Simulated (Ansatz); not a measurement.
# Run report: TaSi₂, geometry relaxation

The run: geometry relaxation of TaSi₂ (P6₄22, 9 atoms in the cell). Method and program: DFT PBEsol, scalar-relativistic, plane waves, PAW, no spin polarisation (Ansatz 0.2.0).

The structure derives from an entry of the Crystallography Open Database. It belongs to a series of runs on one base structure; here: strain along c alone, the other axes held, atoms relaxed: +2.0 %. Figures and captions count atoms from 1; the log counts them from 0 in places.

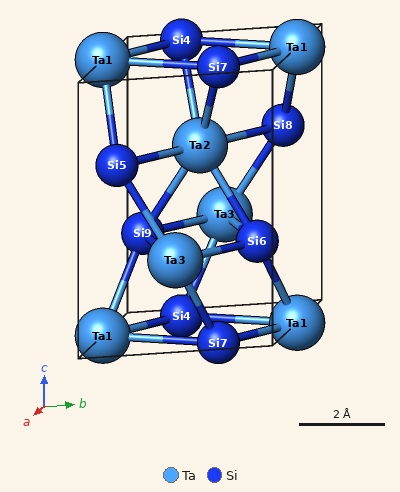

*The structure as given in the input (ball-and-stick view of the cell of the calculation, seen slightly off an axis; atoms are numbered from 1 in the order of the input). An atom can appear more than once, as a periodic image.*

Input:
```yaml
crystal:
  lattice:
    - [4.7609902416, 0.0, 0.0]
    - [-2.3804951208, 4.1231384964, 0.0]
    - [0.0, 0.0, 6.6872658962]
  atoms:
    - { symbol: Ta, position: [0.5, 0.0, 0.0] }
    - { symbol: Ta, position: [0.5, 0.5, 0.6666666667] }
    - { symbol: Ta, position: [0.0, 0.5, 0.3333333333] }
    - { symbol: Si, position: [0.1592827538, 0.3185655076, 0.0] }
    - { symbol: Si, position: [0.8407172462, 0.1592827538, 0.6666666667] }
    - { symbol: Si, position: [0.6814344924, 0.8407172462, 0.3333333333] }
    - { symbol: Si, position: [0.8407172462, 0.6814344924, 0.0] }
    - { symbol: Si, position: [0.1592827538, 0.8407172462, 0.6666666667] }
    - { symbol: Si, position: [0.3185655076, 0.1592827538, 0.3333333333] }
basis:
  ecutwfc: 420
kpoints:
  mp_grid: { grid: [12, 12, 6] }
hamiltonian:
  xc: pbesol
scf:
  occupations: { method: gaussian, width: 0.1 }
output:
  forces: true
  stress: true
  eigenvalues: true
  write_density: true
  write_potential: true
  elf: true
  volumetric_format: npy
relax:
  adjacent_minimum: "off"
  f_tol: 0.008
  max_steps: 40
```

Run on 2 threads of AMD EPYC (Zen 3), 64 GiB of memory available, shared host.

Launched with:
```bash
ansatz run input.yaml --threads 2 --pin off --max-ram 5120MiB --backend cpu --events-out ev --progress --plain --runs-dir out
```

Log:
```
Warning: output.stress: scf.convergence.dr2_threshold = 6.4e-8 eV (the default of a walk held to its f_tol) is looser than the 9e-10 eV advised for a printed stress (1e-10 eV for each atom of the cell: 9). What an SCF threshold leaves in a stress goes as its square root, and in the free energy as the threshold itself, and one threshold admits the most on a small cell: of the crystals measured, under no hybrid functional and no lock of the moments, on runs that ended without the residual-converged pass, on stresses that held no estimate of that error, the worst erred by over 100 MPa in a component at 1e-7 eV an atom and by under 5 at 1e-10. Every solve of this run answers to scf.convergence.dr2_threshold, and the tensor of one is reported: a single SCF on the reported geometry and on this run's grids (its basis.xc_grid and basis.ecutrho_ratio typed), with scf.convergence.dr2_threshold at 9e-10 eV or tighter, prints it and tightens no other solve. Else set scf.convergence.dr2_threshold to 9e-10 eV or tighter. The threshold is an SCF's pass mark: one that does not reach it within its budget of iterations ends unconverged, or closes short of it on a stop that the run arms, and scf.convergence.dr2_threshold's page says what that costs each kind of run
Engine: ansatz 0.2.0, x86_64-unknown-linux-gnu
Pseudopotentials: kind: paw
Pseudopotential: Ta, paw, valence charge 13, recommended cutoff 420 eV (normal), Ta.paw.azcp
Pseudopotential: Si, paw, valence charge 4, recommended cutoff 420 eV (normal), Si.paw.azcp
Functional definition: PBEsol
  exchange = pbesol_x
  correlation = pbesol_c
Crystal: 9 atoms, lattice volume = 131.273 Å³
Basis set: ecut = 420 eV, 2561 PW (Γ), exchange–correlation on 64×64×90 points (8 copies of the dense FFT grid, shifted against one another)
Bands: 41, of which v1, the nominal top of the filled ones, is band 32 counted from 1 (31 counted from 0)
Symmetry: 12 space group operations
Space group: P6422 (ITA 181), of the structure as read, at distance tolerance 5.1e-5 Å
k-points: 76 of 864 (time reversal used)
Non-local potential: Ta, projectors of the file, l = 0: 3, l = 1: 2, l = 2: 2, l = 3: 1
Non-local potential: Si, projectors of the file, l = 0: 2, l = 1: 2, l = 2: 2
PAW form: soft (Blöchl's): semilocal exchange-correlation on the pseudo side does not see the compensation charge
PAW frozen core: Ta, regenerated for the run's functional, and the local potential with it (the file was generated under x = pbe(κ = 0.804, μ = 0.2195149727645171), c = pbe(β = 0.06672455060314922))
PAW frozen core: Si, regenerated for the run's functional, and the local potential with it (the file was generated under x = pbe(κ = 0.804, μ = 0.2195149727645171), c = pbe(β = 0.06672455060314922))
PAW one-centre angular grid: Ta, 590 points (default); XC on 64 Gauss nodes
PAW one-centre angular grid: Si, 110 points (default); XC on 64 Gauss nodes
Initial density: superposition of atomic densities (neutral atoms: chi_scale 0, normalization atom), corrected by the library's trained network
Initial wavefunctions: pseudopotential atomic-orbital guess
Functional: x = pbesol(κ = 0.804, μ = 0.12345679012345678), c = pbesol(β = 0.046)
SCF iter   1: F=—  HF=-33153.639467 eV  |F-HF|=—  |Δ(HF+E_count)|=         —  Δρ=5.22e-3  dr2=4.88e-2  ethr=1.77e-3  ⟨swp⟩=6.9  Hψ=14615  notcnv=0
preconditioner: auto → Kerker (q_TF=auto, 2.414 Å⁻¹)  [metal: Δε(μ)=0.019 eV  Ē_g=7.264 eV  σ=0.100 eV  W_gap=0.11  n_scr=22 (ndim 8)  ℏωp=20.2 eV  f_vac=0.000  D(μ)=4.13/eV (n_scr^D=22)]
SCF iter   2: F=—  HF=-33153.631963 eV  |F-HF|=—  |Δ(HF+E_count)|=   7.50e-3  Δρ=2.56e-3  dr2=7.09e-3  ethr=7.75e-5  ⟨swp⟩=2.1  Hψ=4098  notcnv=0
SCF iter   3: F=—  HF=-33153.631248 eV  |F-HF|=—  |Δ(HF+E_count)|=   7.15e-4  Δρ=6.91e-4  dr2=4.41e-4  ethr=1.13e-5  ⟨swp⟩=2.0  Hψ=3661  notcnv=0
SCF iter   4: F=—  HF=-33153.631359 eV  |F-HF|=—  |Δ(HF+E_count)|=   1.12e-4  Δρ=8.88e-5  dr2=1.04e-5  ethr=7.00e-7  ⟨swp⟩=2.0  Hψ=4071  notcnv=0
iter 5 did not close the SCF: its close was put off for the readings that it lacked (scf_convergence_deferred on its scf_iter line)
SCF iter   5: F=-33153.631358 eV  HF=-33153.631358 eV  |F-HF|=1.60e-7  |Δ(HF+E_count)|=   1.59e-6  Δρ=1.12e-5  dr2=2.49e-7  ethr=1.65e-8  ⟨swp⟩=2.0  Hψ=4393  notcnv=0
SCF iter   6: F=-33153.631358 eV  HF=-33153.631358 eV  |F-HF|=5.92e-9  |Δ(HF+E_count)|=   4.73e-8  Δρ=2.22e-6  dr2=9.19e-9  ethr=3.96e-10  ⟨swp⟩=12.4  Hψ=22459  notcnv=0
SCF 1 converged in 6 iterations: F = -33153.631358 eV  dr2 = 9.19e-9
  greatest PAW one-centre occupation: 1.000 electrons in one spin orbital (limit 2), on the Ta atom at site 1 (counted from 0), in its partial waves of l = 0
relax step   1: F+E_penalty+E_count = -33153.63135772 eV  Δ(F+E_penalty+E_count) = +0.000e0 eV  max|allowed force component| = 6.443e-2 eV/Å  Δτ_max = 0.0000 Å  (6 SCF iters, dr2 threshold 1.60e-6 eV, accepted)
Initial density: handed on by an earlier stage of this run
Initial wavefunctions: those handed on with the density
iter 1 solved again at ethr=3.30e-7 eV; its pass at ethr=3.10e-3 eV (dr2=2.08e-4 eV) is discarded
SCF iter   1: F=—  HF=-33153.632226 eV  |F-HF|=—  |Δ(HF+E_count)|=         —  Δρ=3.07e-4  dr2=2.14e-4  ethr=3.30e-7  ⟨swp⟩=2.3  Hψ=9401  notcnv=0  defer=54
preconditioner: auto → Kerker (q_TF=auto, 2.414 Å⁻¹)  [metal: Δε(μ)=0.014 eV  Ē_g=7.281 eV  σ=0.100 eV  W_gap=0.08  n_scr=22 (ndim 8)  ℏωp=20.2 eV  f_vac=0.000  D(μ)=4.25/eV (n_scr^D=34)]
SCF iter   2: F=—  HF=-33153.632328 eV  |F-HF|=—  |Δ(HF+E_count)|=   1.02e-4  Δρ=1.78e-4  dr2=7.17e-5  ethr=3.30e-7  ⟨swp⟩=1.0  Hψ=2894  notcnv=0  defer=54
SCF iter   3: F=—  HF=-33153.632306 eV  |F-HF|=—  |Δ(HF+E_count)|=   2.21e-5  Δρ=2.56e-5  dr2=2.03e-6  ethr=1.14e-7  ⟨swp⟩=2.0  Hψ=4154  notcnv=0  defer=54
SCF iter   4: F=-33153.632305 eV  HF=-33153.632305 eV  |F-HF|=3.10e-8  |Δ(HF+E_count)|=   5.51e-7  Δρ=8.75e-6  dr2=8.01e-8  ethr=4.12e-10  ⟨swp⟩=14.4  Hψ=22931  notcnv=0
SCF 2 converged in 4 iterations: F = -33153.632305 eV  dr2 = 8.01e-8
relax step   2: F+E_penalty+E_count = -33153.63230526 eV  Δ(F+E_penalty+E_count) = -9.475e-4 eV  max|allowed force component| = 2.495e-4 eV/Å  Δτ_max = 0.0049 Å  (4 SCF iters, dr2 threshold 2.59e-7 eV, accepted)
iter 1 solved again at ethr=1.32e-10 eV; its pass at ethr=3.10e-3 eV (dr2=8.29e-8 eV) is discarded
SCF iter   1: F=—  HF=-33153.632165 eV  |F-HF|=—  |Δ(HF+E_count)|=         —  Δρ=9.09e-6  dr2=8.34e-8  ethr=1.32e-10  ⟨swp⟩=1.0  Hψ=8056  notcnv=0
preconditioner: auto → Kerker (q_TF=auto, 2.414 Å⁻¹)  [metal: Δε(μ)=0.015 eV  Ē_g=7.282 eV  σ=0.100 eV  W_gap=0.08  n_scr=22 (ndim 8)  ℏωp=20.2 eV  f_vac=0.000  D(μ)=4.24/eV (n_scr^D=22)]
SCF iter   2: F=—  HF=-33153.632305 eV  |F-HF|=—  |Δ(HF+E_count)|=   1.40e-4  Δρ=5.44e-6  dr2=3.51e-8  ethr=1.02e-10  ⟨swp⟩=6.0  Hψ=17735  notcnv=0
SCF iter   3: F=-33153.632305 eV  HF=-33153.632305 eV  |F-HF|=1.08e-9  |Δ(HF+E_count)|=   7.22e-9  Δρ=1.19e-6  dr2=2.06e-9  ethr=5.58e-11  ⟨swp⟩=5.8  Hψ=17037  notcnv=0
SCF 3 converged in 3 iterations: F = -33153.632305 eV  dr2 = 2.06e-9
  greatest PAW one-centre occupation: 1.000 electrons in one spin orbital (limit 2), on the Ta atom at site 2 (counted from 0), in its partial waves of l = 0
relax step   3: F+E_penalty+E_count = -33153.63230527 eV  Δ(F+E_penalty+E_count) = -1.386e-8 eV  max|allowed force component| = 2.162e-4 eV/Å  Δτ_max = 0.0000 Å  (3 SCF iters, accepted)
```

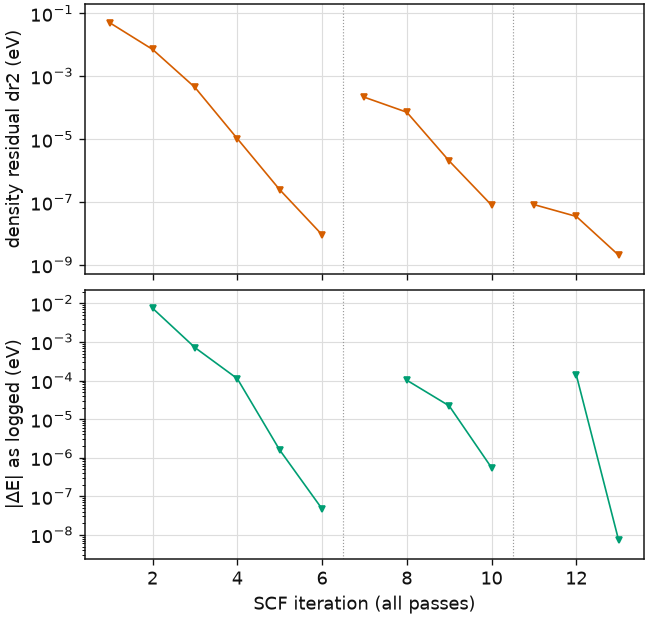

*Convergence of the self-consistent field: density residual dr2 and size of the energy change against the SCF iteration. The dotted lines part the SCF passes of the relaxation: geometry steps, rejected trials and re-solves on a re-selected basis.*

The passes take 6, 4 and 3 iterations.

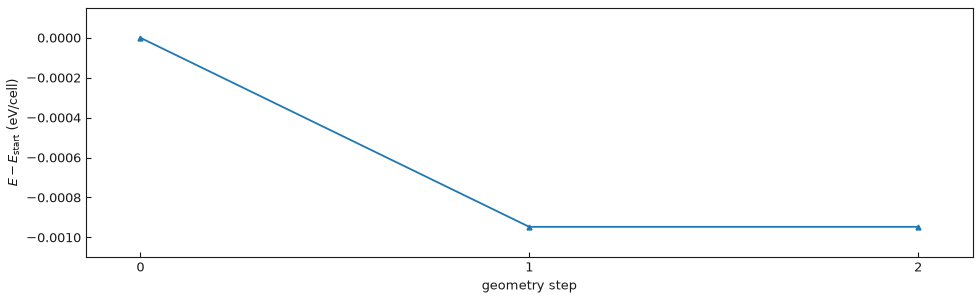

*Progress of the relaxation, step by step (the first geometry is step 0 here and step 1 in the log).*

The largest moves, 0.005 Å, are those of Si4, Si5, Si6, Si7, Si8 and Si9. Ta stays in place. The cell doesn't change. Among the contacts that change: Ta1–Si4 2.810 → 2.805 Å. The space group stays P6_422 (No. 181). After 2 geometry steps the energy has fallen by 0.9 meV per cell of the calculation. Largest force component: 0.064 eV/Å at the start, 0.00022 eV/Å at the end. (Atoms are counted from 1 in the order of the input.)

```
SCF converged after 3 iterations
Free energy (F): -33153.632305 eV
Harris-Foulkes:  -33153.632305 eV  (|F-HF|=1.08e-9)
Internal energy: -33153.611090 eV  (E = F + TS)
E sigma→0 (E₀):  -33153.621698 eV
Entropy (-TS):   -0.021215 eV (-2.357 meV/atom)
Fermi energy:    14.953872 eV
--- Per-component energies (eV) ---
  E_band       = -269.280494
  E_kinetic    = 1359.817395
  E_local      = -2357.837959  (includes V_loc(G=0)·N_el)
  E_nonlocal   = 203.901331
  E_hartree    = 897.437459
  E_xc         = -990.547387
  E_vxc        = -907.560675  (∫ρ·V_xc dr)
  E_paw        = -27811.928622  (= ΣΔE_a)
  E_vpaw       = -362.474801  (= ΣTr[D̂ρ^β])
  E_aug_tail   = 0.000513  (compensation charges beyond the density's cutoff)
  E_ewald      = -4455.284123
  E_core_change = 0.830303  (= ΣΔE_core)
  E_smearing   = -0.021215  (= −TS)
  E_closure    = 0.000000  (closes the sum)
  Σ components = -33153.632305   (vs F -33153.632305, Δ=0.00e0)
--- Forces (eV/Å), atoms counted from 1 ---
  atom   1  Ta     0.00000000     0.00000000     0.00000000
  atom   2  Ta    -0.00000000     0.00000000     0.00000000
  atom   3  Ta     0.00000000     0.00000000     0.00000000
  atom   4  Si     0.00000000     0.00021619     0.00000000
  atom   5  Si    -0.00018723     0.00010810    -0.00000000
  atom   6  Si    -0.00018723    -0.00010810     0.00000000
  atom   7  Si     0.00000000    -0.00021619     0.00000000
  atom   8  Si     0.00018723    -0.00010810    -0.00000000
  atom   9  Si     0.00018723     0.00010810    -0.00000000
  max |Σ_I F_I| component: 5.52e-17 eV/Å
--- Stress (GPa, compression-positive) ---
       -1.882908       0.000000       0.000000
       -0.000000      -1.882908      -0.000000
        0.000000      -0.000000      -8.656296
  P = ⅓ Tr σ = -4.1407 GPa (-41.407 kbar)
--- Band table (eV; the first three rows and the last of 76) ---
  k-point 0: bands = ["-52.6722", "-52.6580", "-52.6580", "-19.3652", "-19.3652", "-19.3434", "-19.2798", "-19.2798", "-19.2063", "-19.1881", "-19.1839", "-19.1839", "1.6582", "4.8589", "4.8589", "8.4972", "9.1545", "9.1545", "9.1872", "9.1872", "10.2644", "11.0243", "11.0243", "11.3874", "12.2874", "12.2874", "12.5490", "12.5490", "12.6843", "12.8099", "12.8099", "13.5158", "15.5709", "17.9777", "17.9777", "18.1845", "18.4766", "18.5948", "18.7997", "18.7997", "18.8666"]
  k-point 1: bands = ["-52.6716", "-52.6611", "-52.6555", "-19.3908", "-19.3390", "-19.3327", "-19.2829", "-19.2812", "-19.2132", "-19.1977", "-19.1898", "-19.1682", "1.7631", "4.0125", "5.7016", "8.5847", "8.9244", "9.0643", "9.4859", "9.4997", "10.1811", "10.2427", "10.8093", "11.1067", "12.3627", "12.5295", "12.6452", "12.7266", "12.8116", "12.9245", "13.1000", "13.4793", "15.9266", "17.2862", "17.8088", "18.3958", "18.4139", "18.5395", "18.8078", "18.8405", "18.8547"]
  k-point 2: bands = ["-52.6700", "-52.6644", "-52.6539", "-19.4072", "-19.3266", "-19.2969", "-19.2917", "-19.2861", "-19.2328", "-19.2031", "-19.1946", "-19.1567", "2.0727", "3.2313", "6.4502", "8.7523", "8.8349", "9.1225", "9.1835", "9.8011", "10.1718", "10.2124", "10.2310", "10.5320", "12.2928", "12.4107", "12.5203", "12.7212", "13.0001", "13.0899", "13.3938", "14.4993", "16.4474", "17.3900", "17.4759", "17.8569", "18.3050", "18.4906", "18.5409", "18.8230", "19.0356"]
  k-point 75: bands = ["-52.6673", "-52.6604", "-52.6604", "-19.3915", "-19.3765", "-19.3765", "-19.2610", "-19.2610", "-19.2131", "-19.1860", "-19.1860", "-19.1725", "4.6229", "4.6229", "5.1219", "5.9626", "5.9626", "7.0326", "9.7286", "10.0785", "10.0785", "10.3384", "12.1061", "12.1061", "12.4363", "12.4363", "12.5296", "12.6470", "14.2973", "14.2973", "14.7945", "14.7945", "15.8166", "16.4798", "16.4798", "17.2340", "17.8328", "17.8328", "18.3201", "18.3201", "18.4992"]
--- Relaxed structure (3 steps of the walk, 3 accepted, 0 SCFs on fresh bases) ---
  F+E_penalty+E_count = -33153.63230527 eV   max|allowed force component| = 2.162e-4 eV/Å
  atoms:
    - { symbol: Ta, position: [0.49999999999999994, 1.1686913564431003e-20, 7.466656455978431e-36] }
    - { symbol: Ta, position: [0.49999999999999994, 0.49999999999999994, 0.6666666666666665] }
    - { symbol: Ta, position: [0.0, 0.49999999999999994, 0.33333333333333326] }
    - { symbol: Si, position: [0.15987722334994253, 0.31975444669988506, -1.1733317287966102e-35] }
    - { symbol: Si, position: [0.8401227766500574, 0.15987722334994253, 0.6666666666666665] }
    - { symbol: Si, position: [0.6802455533001148, 0.8401227766500574, 0.33333333333333326] }
    - { symbol: Si, position: [0.8401227766500574, 0.6802455533001148, -1.1733317287966102e-35] }
    - { symbol: Si, position: [0.15987722334994253, 0.8401227766500574, 0.6666666666666665] }
    - { symbol: Si, position: [0.31975444669988506, 0.15987722334994253, 0.33333333333333326] }
```

Trajectory as extended XYZ (Å, eV, eV/Å), 3 frames, from step=1 to step=3:
```
9
Lattice="4.7610 0.0000 0.0000 -2.3805 4.1231 0.0000 0.0000 0.0000 6.6873" Properties=species:S:1:pos:R:3:forces:R:3 step=1 energy=-33153.63136
Ta    2.3805    0.0000    0.0000    0.0000   0.0000   0.0000
Ta    1.1902    2.0616    4.4582    0.0000   0.0000   0.0000
Ta   -1.1902    2.0616    2.2291    0.0000   0.0000   0.0000
Si    0.0000    1.3135    0.0000    0.0000   0.0644   0.0000
Si    3.6235    0.6567    4.4582   -0.0558   0.0322   0.0000
Si    1.2430    3.4664    2.2291   -0.0558  -0.0322   0.0000
Si    2.3805    2.8096    0.0000    0.0000  -0.0644   0.0000
Si   -1.2430    3.4664    4.4582    0.0558  -0.0322   0.0000
Si    1.1375    0.6567    2.2291    0.0558   0.0322   0.0000
9
Lattice="4.7610 0.0000 0.0000 -2.3805 4.1231 0.0000 0.0000 0.0000 6.6873" Properties=species:S:1:pos:R:3:forces:R:3 step=2 energy=-33153.63230
Ta    2.3805    0.0000    0.0000    0.0000   0.0000   0.0000
Ta    1.1902    2.0616    4.4582    0.0000   0.0000   0.0000
Ta   -1.1902    2.0616    2.2291    0.0000   0.0000   0.0000
Si    0.0000    1.3184    0.0000    0.0000   0.0003   0.0000
Si    3.6192    0.6592    4.4582   -0.0002   0.0001   0.0000
Si    1.2387    3.4639    2.2291   -0.0002  -0.0001   0.0000
Si    2.3805    2.8047    0.0000    0.0000  -0.0003   0.0000
Si   -1.2387    3.4639    4.4582    0.0002  -0.0001   0.0000
Si    1.1418    0.6592    2.2291    0.0002   0.0001   0.0000
9
Lattice="4.7610 0.0000 0.0000 -2.3805 4.1231 0.0000 0.0000 0.0000 6.6873" Properties=species:S:1:pos:R:3:forces:R:3 step=3 energy=-33153.63230
Ta    2.3805    0.0000    0.0000    0.0000   0.0000   0.0000
Ta    1.1902    2.0616    4.4582    0.0000   0.0000   0.0000
Ta   -1.1902    2.0616    2.2291    0.0000   0.0000   0.0000
Si    0.0000    1.3184    0.0000    0.0000   0.0002   0.0000
Si    3.6192    0.6592    4.4582   -0.0002   0.0001   0.0000
Si    1.2387    3.4639    2.2291   -0.0002  -0.0001   0.0000
Si    2.3805    2.8047    0.0000    0.0000  -0.0002   0.0000
Si   -1.2387    3.4639    4.4582    0.0002  -0.0001   0.0000
Si    1.1418    0.6592    2.2291    0.0002   0.0001   0.0000
```

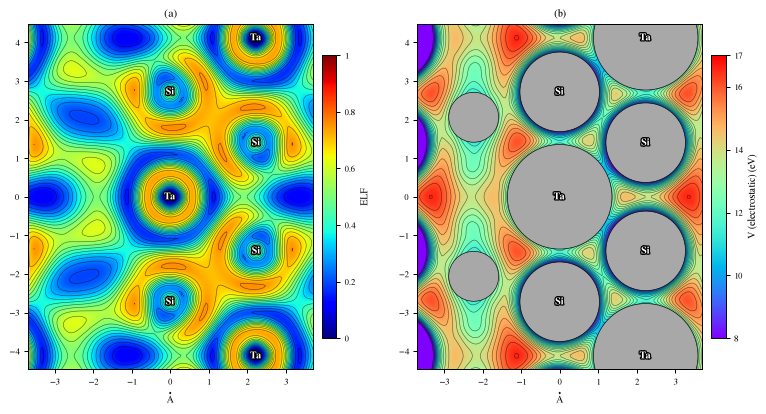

*(a) ELF; (b) electrostatic potential (local pseudopotential plus Hartree) felt by an electron on the (110) plane of the conventional cell. Grey discs, where drawn, cover atomic cores.*

Atoms in the plane: Ta and Si. Ta–Si (2.63 Å): the ELF is about 0.40 at the midpoint. Ta–Si (2.72 Å): the ELF is about 0.40 at the midpoint. The strong features right at Ta lie inside the PAW spheres (semicore, d or f shells) and say nothing about bonding. Outside the cores the potential energy rises away from the atoms and is highest about 1.8 Å from the nearest atoms; outside the discs it spans about 8 eV, and its zero is arbitrary. Core electrons are frozen (PAW), so the fields are smoothed inside the atomic spheres.

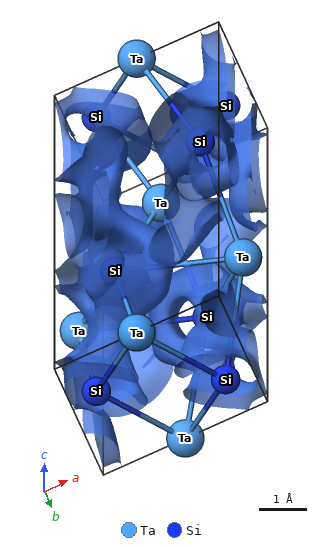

*Isosurface of the ELF at 0.6 (blue), seen at an oblique angle. Core shells and regions of very low density are left out. Sticks mark near contacts. The outline is the cell set on symmetry axes.*

Values along the shortest contacts: Ta–Si (2.63 Å): the ELF is about 0.40 at the midpoint. Ta–Si (2.72 Å): the ELF is about 0.40 at the midpoint.

Results in brief:

```json
{"quantity": "outcome", "value": "converged"}
{"quantity": "space group (tolerance 0.01 Å)", "value": "P6₄22 (181)"}
{"quantity": "electrons treated", "value": "63"}
{"quantity": "free energy", "value": "−33153.6323 eV"}
{"quantity": "Fermi energy", "value": "14.954 eV"}
{"quantity": "gap on the k-point mesh", "value": "none (metallic)"}
{"quantity": "pressure", "value": "−4.14 GPa"}
{"quantity": "final volume", "value": "131.27 Å³"}
{"quantity": "largest force (length of the vector) at the end", "value": "under 0.001 eV/Å"}
{"quantity": "final cell", "value": "a = 4.761 Å, b = 4.761 Å, c = 6.687 Å, α = 90.00°, β = 90.00°, γ = 120.00°"}
{"quantity": "wall time", "value": "68 s (CPU time 2.2 min)"}
{"quantity": "peak memory", "value": "0.67 GiB"}
```

The program warns: the SCF threshold is looser than advised for the printed stress. Spin–orbit coupling is left out, which matters for Ta.
